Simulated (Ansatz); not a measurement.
**Geometry relaxation of GeSi$_{3}$ (part 2 of 2)**

The same run, continued: GeSi$_{3}$ (16 atoms in the cell); DFT PBEsol, scalar-relativistic, plane waves, PAW, no spin polarisation (Ansatz 0.2.0); cutoff 420 eV, 6×6×6 k-mesh, Gaussian smearing of 0.02 eV. The structure was built on a prototype by a generator; it need not be a known phase.

Geometry of the input (Å; fractional positions):
```
0.0000  5.4848  5.4848
5.4848  0.0000  5.4848
5.4848  5.4848  0.0000
Ge 0.3750  0.3750  0.3750
Ge 0.3750  0.3750  0.8750
Ge 0.3750  0.8750  0.3750
Si 0.3750  0.8750  0.8750
Si 0.8750  0.3750  0.3750
Si 0.8750  0.3750  0.8750
Si 0.8750  0.8750  0.3750
Si 0.8750  0.8750  0.8750
Si 0.2500  0.2500  0.2500
Ge 0.2500  0.2500  0.7500
Si 0.2500  0.7500  0.2500
Si 0.2500  0.7500  0.7500
Si 0.7500  0.2500  0.2500
Si 0.7500  0.2500  0.7500
Si 0.7500  0.7500  0.2500
Si 0.7500  0.7500  0.7500
```

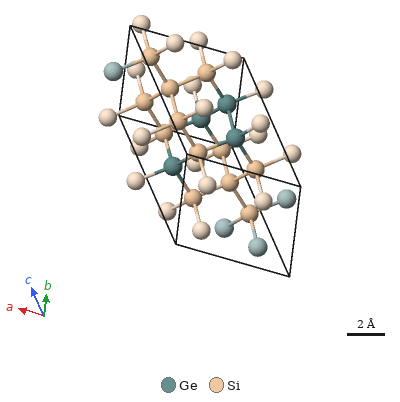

Fig. 1: The geometry at step 2 of the log (ball-and-stick view of the reduced cell, seen at an oblique angle; neighbours outside the cell are drawn fainter).

### Log, continued
```
relax step   4: F+E_penalty+E_count = -24471.74598952 eV  Δ(F+E_penalty+E_count) = -2.885e-5 eV  max|allowed force component| = 2.986e-4 eV/Å  Δτ_max = 0.0006 Å  P = +0.003 GPa  Ω = 330.281 Å³  energy of the carried Pulay correction = -4.773e-5 eV  (5 SCF iters, dr2 threshold 5.31e-9 eV, accepted)
Initial wavefunctions: pseudopotential atomic-orbital guess (no wavefunctions were taken with the density)
iter 1 solved again at ethr=2.47e-7 eV; its pass at ethr=3.10e-3 eV (dr2=2.57e-4 eV) is discarded
SCF iter   1: F=—  HF=-24471.746118 eV  |F-HF|=—  |Δ(HF+E_count)|=         —  Δρ=1.44e-6  dr2=4.35e-9  ethr=2.47e-7  ⟨swp⟩=4.0  Hψ=32400  notcnv=0
eigensolver tolerance schedule: the retry pair's looser diagonalisation over-reported the residual by 58970.41 of it (diagonalisation noise at an unbounded share of the residual, at the tolerance the schedule requests for it); recorded, not acted on — ethr = c·dr2/N_el stays at c = 1.0e-1
SCF iter   2: F=—  HF=-24471.746050 eV  |F-HF|=—  |Δ(HF+E_count)|=   6.74e-5  Δρ=9.55e-7  dr2=2.03e-9  ethr=4.18e-12  ⟨swp⟩=3.4  Hψ=11775  notcnv=0
SCF iter   3: F=—  HF=-24471.746050 eV  |F-HF|=—  |Δ(HF+E_count)|=  5.17e-10  Δρ=5.63e-7  dr2=8.71e-10  ethr=1.95e-12  ⟨swp⟩=2.0  Hψ=5984  notcnv=0
SCF iter   4: F=-24471.746050 eV  HF=-24471.746050 eV  |F-HF|=3.27e-11  |Δ(HF+E_count)|=  2.55e-10  Δρ=1.29e-7  dr2=1.08e-10  ethr=1.00e-12  ⟨swp⟩=6.2  Hψ=24176  notcnv=0
SCF 5 converged in 4 iterations: F = -24471.746050 eV  dr2 = 1.08e-10
relax step   5: F+E_penalty+E_count = -24471.74605015 eV  Δ(F+E_penalty+E_count) = -6.063e-5 eV  max|allowed force component| = 3.006e-4 eV/Å  Δτ_max = 0.0000 Å  P = +0.004 GPa  Ω = 330.281 Å³  stress off target by 4.15e-3 GPa  SCF on the basis re-selected at this cell (its energy is not comparable with the rows above)  (4 SCF iters)
basis re-selected at this cell: Δ(F+E_penalty+E_count) = -6.063e-5 eV, ΔP = +0.000 GPa vs the last step (what re-selecting the basis moved, of the pressure what is left beyond the Pulay correction that the steps carried, after the strain that the cell walked since its last selection, with what the two solves' SCF thresholds leave and, on support functions, any second-order correction that the steps lacked; it is no measure of the basis error at this ecutwfc). This SCF's stress stands 4.15e-3 GPa from its target on what of the cell is left free (relax.cell.stress_tol is 5.00e-2 GPa) and its largest allowed force component is 3.01e-4 eV/Å (relax.f_tol is 5.00e-3 eV/Å): within both
SCF converged after 4 iterations
Free energy (F): -24471.746050 eV
Harris-Foulkes:  -24471.746050 eV  (|F-HF|=3.27e-11)
Internal energy: -24471.746050 eV  (E = F + TS)
E sigma→0 (E₀):  -24471.746050 eV
Fermi energy:    7.042841 eV
--- Per-component energies (eV) ---
  E_band       = -594.845638
  E_kinetic    = 929.506629
  E_local      = -12571.045279  (includes V_loc(G=0)·N_el)
  E_nonlocal   = 1994.644422
  E_hartree    = 5579.744271
  E_xc         = -956.063689
  E_vxc        = -821.041690  (∫ρ·V_xc dr)
  E_paw        = -13905.397849  (= ΣΔE_a)
  E_vpaw       = -1286.399058  (= ΣTr[D̂ρ^β])
  E_aug_tail   = 0.001289  (compensation charges beyond the density's cutoff)
  E_ewald      = -5547.186318
  E_core_change = 4.050473  (= ΣΔE_core)
  E_smearing   = -0.000000  (= −TS)
  E_closure    = -0.000000  (closes the sum)
  Σ components = -24471.746050   (vs F -24471.746050, Δ=0.00e0)
--- Forces (eV/Å), atoms counted from 1 ---
  atom   1  Ge     0.00007456     0.00020318    -0.00005530
  atom   2  Ge    -0.00020318    -0.00007456    -0.00005530
  atom   3  Ge     0.00002447    -0.00002447     0.00005548
  atom   4  Si     0.00001055    -0.00001055    -0.00015988
  atom   5  Si    -0.00022224     0.00022224     0.00015107
  atom   6  Si     0.00008320    -0.00008320    -0.00012292
  atom   7  Si    -0.00012885     0.00004359    -0.00003061
  atom   8  Si    -0.00004359     0.00012885    -0.00003061
  atom   9  Si     0.00003808    -0.00003808    -0.00020220
  atom  10  Ge     0.00001507    -0.00001507     0.00030055
  atom  11  Si    -0.00002232    -0.00008702     0.00001024
  atom  12  Si     0.00008702     0.00002232     0.00001024
  atom  13  Si     0.00007670    -0.00014677    -0.00000350
  atom  14  Si     0.00014677    -0.00007670    -0.00000350
  atom  15  Si     0.00004519    -0.00004519     0.00013413
  atom  16  Si     0.00001893    -0.00001893     0.00000162
  max |Σ_I F_I| component: 4.84e-7 eV/Å
--- Stress (GPa, compression-positive) ---
        0.003641      -0.000139       0.000305
       -0.000139       0.003641      -0.000305
        0.000305      -0.000305       0.003652
  P = ⅓ Tr σ = 0.0036 GPa (0.036 kbar)
--- Band table (eV; the first three rows and the last of 68) ---
  k-point 0: bands = ["-17.5600", "-17.5198", "-17.4497", "-17.4487", "-17.4435", "-17.4153", "-17.4149", "-17.4145", "-17.3914", "-17.3906", "-17.3888", "-17.3874", "-17.3832", "-17.3792", "-17.3709", "-17.3511", "-17.3375", "-17.3317", "-17.3033", "-17.2645", "-5.4244", "-3.3246", "-3.1607", "-3.1177", "-2.9360", "-1.5284", "-1.4750", "-1.3548", "-1.2094", "-1.0946", "-1.0919", "-0.4228", "-0.3148", "-0.3074", "-0.2028", "3.8499", "3.8531", "3.8728", "3.8740", "3.8889", "3.8981", "5.4503", "5.4545", "5.5251", "5.5429", "5.5553", "5.5572", "5.6504", "5.6508", "6.8083", "6.8304", "6.8414", "7.2450", "7.2918", "7.3056", "7.4915", "7.5158", "7.5289", "7.7953", "7.9768", "7.9840", "8.1820", "9.2859", "9.2897", "9.3067", "9.3683", "10.0565", "10.0622"]
  k-point 1: bands = ["-17.5602", "-17.5197", "-17.4490", "-17.4488", "-17.4434", "-17.4152", "-17.4149", "-17.4145", "-17.3926", "-17.3905", "-17.3891", "-17.3874", "-17.3827", "-17.3794", "-17.3711", "-17.3508", "-17.3368", "-17.3319", "-17.3031", "-17.2648", "-5.3352", "-3.5064", "-3.2317", "-3.0883", "-2.9260", "-1.9901", "-1.8991", "-1.7517", "-0.8239", "-0.6188", "-0.5098", "-0.2838", "-0.2027", "-0.1215", "0.1912", "3.5466", "3.5552", "3.5614", "3.9320", "3.9507", "3.9710", "4.8794", "4.9132", "4.9642", "5.3248", "5.3645", "5.3941", "5.6084", "5.6364", "5.8590", "6.6624", "6.6857", "7.3734", "7.4475", "7.5738", "7.9007", "7.9503", "8.1311", "8.1638", "8.4187", "8.5312", "8.6826", "9.1590", "9.5187", "9.5913", "10.0196", "10.0458", "10.0832"]
  k-point 2: bands = ["-17.5607", "-17.5194", "-17.4490", "-17.4475", "-17.4433", "-17.4151", "-17.4147", "-17.4145", "-17.3952", "-17.3902", "-17.3892", "-17.3875", "-17.3819", "-17.3799", "-17.3715", "-17.3503", "-17.3356", "-17.3322", "-17.3027", "-17.2655", "-5.0708", "-4.0819", "-3.1533", "-2.9740", "-2.8244", "-2.4224", "-2.3438", "-2.2175", "-0.3605", "-0.1026", "-0.0317", "0.0771", "0.1237", "0.1676", "1.2955", "3.0966", "3.1008", "3.1053", "3.9010", "3.9119", "3.9318", "4.1553", "4.1764", "4.2004", "4.2813", "4.9332", "4.9651", "4.9966", "5.7634", "5.7777", "6.3412", "6.3602", "7.6626", "7.7534", "7.8640", "8.1642", "8.5659", "8.6932", "8.7952", "8.8158", "9.3851", "9.4348", "9.4957", "9.9786", "10.0272", "10.3362", "10.3688", "10.7349"]
  k-point 67: bands = ["-17.5600", "-17.5198", "-17.4497", "-17.4488", "-17.4436", "-17.4148", "-17.4145", "-17.4144", "-17.3910", "-17.3894", "-17.3886", "-17.3886", "-17.3836", "-17.3800", "-17.3711", "-17.3510", "-17.3375", "-17.3317", "-17.3032", "-17.2646", "-4.4650", "-4.2952", "-3.5021", "-3.4189", "-3.3652", "-3.2185", "-1.3390", "-1.1649", "-1.1212", "-0.9304", "0.8956", "1.0881", "1.0935", "1.2293", "2.8323", "2.8615", "2.8793", "2.8953", "2.9129", "2.9669", "2.9779", "3.0127", "3.0459", "3.1726", "4.7973", "4.8596", "4.8742", "4.8762", "5.3521", "5.4299", "5.4375", "5.5635", "7.7500", "7.8549", "8.9779", "9.0846", "9.0921", "9.2048", "9.7948", "9.8773", "10.9746", "10.9966", "11.0146", "11.0453", "11.4315", "11.4456", "11.4760", "11.4795"]
--- Relaxed structure (4 steps of the walk, 4 accepted, 1 SCFs on fresh bases) ---
  F+E_penalty+E_count = -24471.74605015 eV   max|allowed force component| = 3.006e-4 eV/Å   (the final SCF, on the basis selected at the relaxed cell)
  cell:  # Å, volume = 330.2810 Å³
    - [-0.00020817803515681675, 5.485967268830163, 5.48605698667735]
    - [5.486698868536664, -0.0009397777416583462, 5.4867885863838515]
    - [5.485759090795006, 5.485759090795006, 0.0]
  atoms:
    - { symbol: Ge, position: [0.3765418262346677, 0.37653625506959326, 0.37049400729559556] }
    - { symbol: Ge, position: [0.37654182623466775, 0.3765362550695932, 0.8764279114001436] }
    - { symbol: Ge, position: [0.3751323765022436, 0.8749537084066306, 0.374956957545563] }
    - { symbol: Si, position: [0.3764228543150092, 0.8707824275869501, 0.8763973590490205] }
    - { symbol: Si, position: [0.8748955429718006, 0.37520655547372145, 0.374948950777239] }
    - { symbol: Si, position: [0.8707630244504199, 0.3764229500127101, 0.8764070127684348] }
    - { symbol: Si, position: [0.8749339961557124, 0.874967566493205, 0.374911258677433] }
    - { symbol: Si, position: [0.8749339961557125, 0.8749675664932051, 0.8751871786736498] }
    - { symbol: Si, position: [0.24588083061700097, 0.2512668288228609, 0.2514261702800691] }
    - { symbol: Ge, position: [0.24693176853538898, 0.24706869420620528, 0.7529997686292027] }
    - { symbol: Si, position: [0.24711070222833587, 0.7528169127507307, 0.24735745590773206] }
    - { symbol: Si, position: [0.2471107022283357, 0.7528169127507308, 0.7527149291132014] }
    - { symbol: Si, position: [0.7542368597909257, 0.24849857661798647, 0.24852242963576343] }
    - { symbol: Si, position: [0.7542368597909257, 0.2484985766179863, 0.7487421339553246] }
    - { symbol: Si, position: [0.7541452711189733, 0.7487567386662617, 0.2485489951073825] }
    - { symbol: Si, position: [0.7501815626698807, 0.7499034749616273, 0.7499574811842459] }
```

### Trajectory as extended XYZ (Å, eV, eV/Å), 5 frames, from step=1 to step=5
```
16
Lattice="0.0000 5.4848 5.4848 5.4848 0.0000 5.4848 5.4848 5.4848 0.0000" Properties=species:S:1:pos:R:3:forces:R:3 step=1 energy=-24471.67853 pressure_GPa=0.12
Ge    4.1136    4.1136    4.1136   -0.2702  -0.2932   0.2487
Ge    6.8560    6.8560    4.1136    0.2932   0.2702   0.2487
Ge    6.8560    4.1136    6.8560    0.0230  -0.0230  -0.0001
Si    9.5984    6.8560    6.8560   -0.2176   0.2176  -0.2598
Si    4.1136    6.8560    6.8560   -0.0215   0.0215   0.0216
Si    6.8560    9.5984    6.8560    0.2182  -0.2182  -0.2384
Si    6.8560    6.8560    9.5984   -0.0215  -0.0003   0.0213
Si    9.5984    9.5984    9.5984    0.0003   0.0215   0.0213
Si    2.7424    2.7424    2.7424    0.2327  -0.2327  -0.2170
Ge    5.4848    5.4848    2.7424   -0.0002   0.0002  -0.5354
Si    5.4848    2.7424    5.4848   -0.0190  -0.4691   0.0019
Si    8.2272    5.4848    5.4848    0.4691   0.0190   0.0019
Si    2.7424    5.4848    5.4848   -0.2366   0.2153   0.2360
Si    5.4848    8.2272    5.4848   -0.2153   0.2366   0.2360
Si    5.4848    5.4848    8.2272   -0.2344   0.2344   0.2351
Si    8.2272    8.2272    8.2272   -0.0003   0.0003  -0.0218
16
Lattice="0.0006 5.4866 5.4866 5.4871 0.0001 5.4871 5.4872 5.4872 0.0000" Properties=species:S:1:pos:R:3:forces:R:3 step=2 energy=-24471.74466 pressure_GPa=-0.03
Ge    4.0988    4.1009    4.1346    0.0049  -0.0324  -0.0382
Ge    6.8734    6.8755    4.1346    0.0324  -0.0049  -0.0382
Ge    6.8560    4.1183    6.8591    0.0326  -0.0326   0.0028
Si    9.5842    6.8772    6.8456    0.0454  -0.0454  -0.0379
Si    4.1190    6.8553    6.8562   -0.0341   0.0341   0.0440
Si    6.8780    9.5834    6.8426   -0.0439   0.0439   0.0011
Si    6.8617    6.8581    9.5988   -0.0474  -0.0076   0.0367
Si    9.6034    9.5997    9.5988    0.0076   0.0474   0.0367
Si    2.7585    2.7286    2.7250    0.0000   0.0000   0.0415
Ge    5.4876    5.4867    2.7103    0.0050  -0.0050  -0.0022
Si    5.4908    2.7129    5.4871   -0.0374  -0.0019  -0.0064
Si    8.2614    5.4835    5.4871    0.0019   0.0374  -0.0064
Si    2.7278    5.5050    5.5021   -0.0081  -0.0458  -0.0027
Si    5.4693    8.2465    5.5021    0.0458   0.0081  -0.0027
Si    5.4725    5.5018    8.2461    0.0013  -0.0013   0.0103
Si    8.2307    8.2308    8.2336   -0.0062   0.0062  -0.0384
16
Lattice="-0.0003 5.4861 5.4862 5.4870 -0.0012 5.4871 5.4858 5.4858 0.0000" Properties=species:S:1:pos:R:3:forces:R:3 step=3 energy=-24471.74596 pressure_GPa=-0.01
Ge    4.0984    4.0979    4.1322    0.0004  -0.0021  -0.0046
Ge    6.8737    6.8733    4.1322    0.0021  -0.0004  -0.0046
Ge    6.8576    4.1140    6.8590    0.0014  -0.0014   0.0017
Si    9.5853    6.8721    6.8436    0.0045  -0.0045  -0.0061
Si    4.1156    6.8560    6.8582   -0.0032   0.0032   0.0078
Si    6.8733    9.5842    6.8427   -0.0044   0.0044  -0.0016
Si    6.8580    6.8558    9.6010   -0.0092  -0.0030   0.0016
Si    9.6016    9.5995    9.6010    0.0030   0.0092   0.0016
Si    2.7579    2.7279    2.7275    0.0013  -0.0013   0.0028
Ge    5.4862    5.4854    2.7105    0.0027  -0.0027  -0.0007
Si    5.4877    2.7119    5.4866   -0.0012  -0.0038  -0.0019
Si    8.2597    5.4840    5.4866    0.0038   0.0012  -0.0019
Si    2.7270    5.5012    5.5014   -0.0051  -0.0061   0.0005
Si    5.4704    8.2447    5.5014    0.0061   0.0051   0.0005
Si    5.4717    5.4999    8.2455    0.0003  -0.0003   0.0072
Si    8.2288    8.2287    8.2306   -0.0028   0.0028  -0.0024
16
Lattice="-0.0002 5.4860 5.4861 5.4867 -0.0009 5.4868 5.4858 5.4858 0.0000" Properties=species:S:1:pos:R:3:forces:R:3 step=4 energy=-24471.74599 pressure_GPa=0.00
Ge    4.0983    4.0978    4.1317    0.0001   0.0002  -0.0001
Ge    6.8737    6.8732    4.1317   -0.0002  -0.0001  -0.0001
Ge    6.8575    4.1141    6.8587    0.0000   0.0000   0.0001
Si    9.5853    6.8719    6.8429    0.0000   0.0000  -0.0002
Si    4.1153    6.8562    6.8584   -0.0002   0.0002   0.0002
Si    6.8729    9.5844    6.8424    0.0001  -0.0001  -0.0001
Si    6.8572    6.8557    9.6007   -0.0001   0.0000   0.0000
Si    9.6016    9.6001    9.6007    0.0000   0.0001   0.0000
Si    2.7578    2.7279    2.7276    0.0000   0.0000  -0.0002
Ge    5.4863    5.4852    2.7103    0.0000   0.0000   0.0003
Si    5.4874    2.7119    5.4862    0.0000  -0.0001   0.0000
Si    8.2596    5.4841    5.4862    0.0001   0.0000   0.0000
Si    2.7266    5.5008    5.5012    0.0001  -0.0001   0.0000
Si    5.4707    8.2449    5.5012    0.0001  -0.0001   0.0000
Si    5.4715    5.5000    8.2456    0.0000   0.0000   0.0001
Si    8.2284    8.2289    8.2301    0.0000   0.0000   0.0000
16
Lattice="-0.0002 5.4860 5.4861 5.4867 -0.0009 5.4868 5.4858 5.4858 0.0000" Properties=species:S:1:pos:R:3:forces:R:3 step=5 energy=-24471.74605 pressure_GPa=0.00
Ge    4.0983    4.0978    4.1317    0.0001   0.0002  -0.0001
Ge    6.8737    6.8732    4.1317   -0.0002  -0.0001  -0.0001
Ge    6.8575    4.1141    6.8587    0.0000   0.0000   0.0001
Si    9.5853    6.8719    6.8429    0.0000   0.0000  -0.0002
Si    4.1153    6.8562    6.8584   -0.0002   0.0002   0.0002
Si    6.8729    9.5844    6.8424    0.0001  -0.0001  -0.0001
Si    6.8572    6.8557    9.6007   -0.0001   0.0000   0.0000
Si    9.6016    9.6001    9.6007    0.0000   0.0001   0.0000
Si    2.7578    2.7279    2.7276    0.0000   0.0000  -0.0002
Ge    5.4863    5.4852    2.7103    0.0000   0.0000   0.0003
Si    5.4874    2.7119    5.4862    0.0000  -0.0001   0.0000
Si    8.2596    5.4841    5.4862    0.0001   0.0000   0.0000
Si    2.7266    5.5008    5.5012    0.0001  -0.0001   0.0000
Si    5.4707    8.2449    5.5012    0.0001  -0.0001   0.0000
Si    5.4715    5.5000    8.2456    0.0000   0.0000   0.0001
Si    8.2284    8.2289    8.2301    0.0000   0.0000   0.0000
```

### Results in brief

| quantity | value |
| --- | --- |
| outcome | converged |
| space group (tolerance 0.01 Å) | Cm (8) |
| electrons treated | 104 |
| free energy | −24471.7461 eV |
| Fermi energy | 7.043 eV |
| gap on the k-point mesh | 0.40 eV |
| pressure | 0.00 GPa |
| final volume | 330.28 Å³ |
| largest force (length of the vector) at the end | under 0.001 eV/Å |
| final cell | a = 7.758 Å, b = 7.759 Å, c = 7.758 Å, α = 60.01°, β = 60.00°, γ = 60.01° |
| hardware | 4 threads of Intel Xeon @ 2.70GHz, 189 GiB of memory available, shared host |
| wall time | 4.4 min (CPU time 17 min) |
| peak memory | 1.6 GiB |
